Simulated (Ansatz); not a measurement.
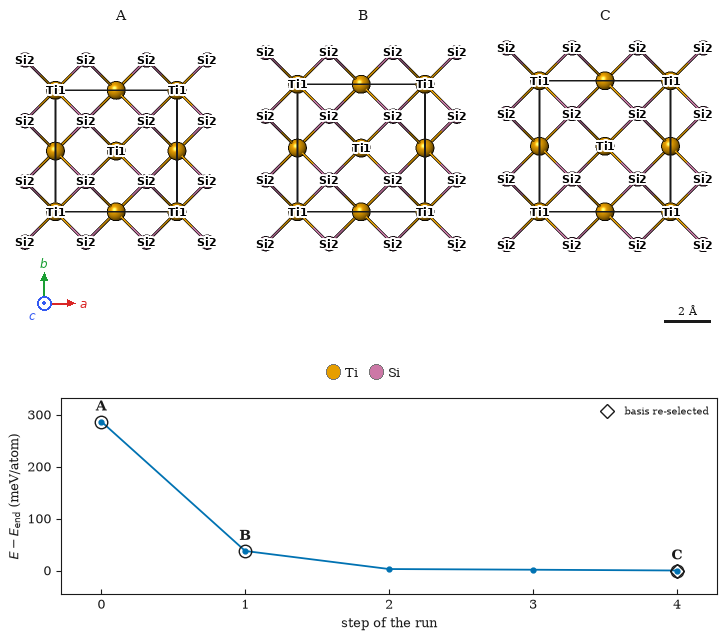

Frames of a relaxation of crystalline TiSi (built on the zinc blende type) (coarse preliminary run), marked on the history of the run. Style: ball-and-stick. Shown: the conventional cell (4 times the calculation's cell), along the c axis. Lengths and directions refer to the drawn axes.

These are results of DFT r2SCAN, scalar-relativistic, plane waves, PAW in Ansatz, not measurements. Settings: plane-wave cutoff 500 eV; k-point mesh 6 × 6 × 6; occupations gaussian; smearing width 0.1 eV; no spin polarisation; cell and atoms relaxed; force threshold 0.05 eV/Å; at most 80 steps.

Describe the path.

Answer. After 3 accepted moves (4 points after the start) the energy has fallen by 287 meV per atom. All forces vanish by symmetry, so only the cell relaxes. Pressure: 21.55 GPa at the start and 0.10 GPa at the end. The SCF was repeated once at an unchanged geometry on a basis and grid sized afresh for the cell, which shifted the energy by 1.5 meV per atom at most. No atom moves by more than 0.005 Å relative to the cell. Cell: a = b = c 5.367 → 5.790 Å (+7.9 %). Volume +25.6 %. Some distances before and after: Ti1–Si2 2.324 → 2.507 Å. The space group stays F-43m (No. 216). From step 0 to 1: volume +15.6 %, energy −249 meV per atom. From step 1 to 4: volume +8.6 %, energy −37.6 meV per atom.

```
step  E − E(0), meV/atom  pressure, GPa  volume, Å³/atom                      note
   0                0.00          21.55           19.321                          
   1             -249.15           6.35           22.340                          
   2             -283.92           1.13           23.895                          
   3             -285.22           0.10           24.260                          
   4             -286.74           0.10           24.260  same geometry, new basis
```
